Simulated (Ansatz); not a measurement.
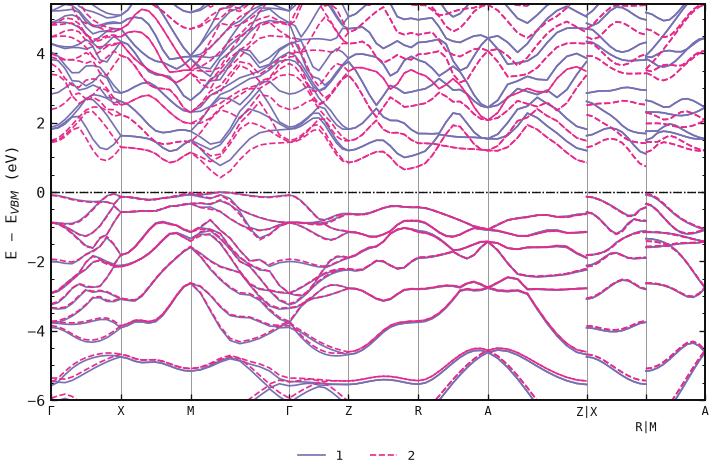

Band structures of Ge, space group P4_32_12 (No. 96), 12 atoms in the cell (a = 5.930 Å, c = 6.980 Å (tetragonal axes)), by two methods on the same cell. Each is counted from its own valence-band top.

Question: Which curve is which? The methods: PBEsol, r2SCAN.

Answer: 1 is r2SCAN; 2 is PBEsol. r2SCAN gives a gap of 0.77 eV along the path and PBEsol gives a gap of 0.41 eV along the path.

Settings. r2SCAN: Ansatz PAW, no spin polarisation, no spin-orbit coupling, 5×5×4 k mesh, 500 eV cutoff, Fermi-Dirac smearing of 0.05 eV (Ansatz). PBEsol: Ansatz PAW, no spin polarisation, no spin-orbit coupling, 5×5×4 k mesh, 420 eV cutoff, Fermi-Dirac smearing of 0.05 eV (Ansatz 0.2.0).

Spin-orbit coupling is left out, which matters for Ge. The PAW data sets were made with another functional. LDA, GGA and most meta-GGA functionals understate gaps. This isn't the form of Ge at room conditions, which is diamond.
